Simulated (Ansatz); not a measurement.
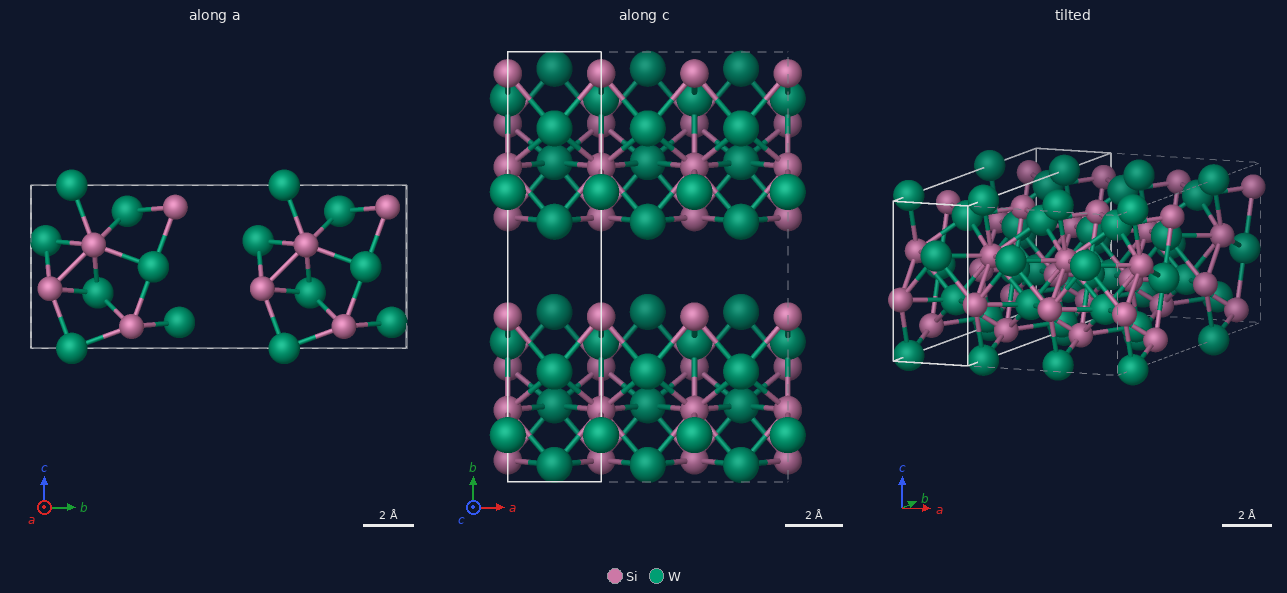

Structure drawing (ball-and-stick), viewed along the a axis, along the c axis and slightly off an axis. The drawing covers 3×1×1 cells, and the solid lines enclose one conventional unit cell. Cell: a = 3.312 Å, b = 15.260 Å, c = 6.630 Å, α = 90.00°, β = 90.00°, γ = 90.00°.

Caption:

- The solid is Si2W3.
- The symmetry is that of Pmc2_1 (No. 26), on a primitive orthorhombic lattice.
- In the cell are 8 Si, 12 W, which makes 4 formula units.
- Taking every contact within bonding distance, one finds Si 6 to 9 (mean 8.2) and W 3 to 6 (mean 4.8). Not all metal-metal contacts are counted.

It goes back to a structure listed in the Materials Project. The cell was then strained or its atoms displaced on purpose. Ansatz was used for an electronic-structure calculation on it.

At this level of theory the run's own cell isn't at rest (stretched, at -6 GPa and forces up to 1.6 eV/Å), so its distances can differ from those at equilibrium, the more so the softer the solid.
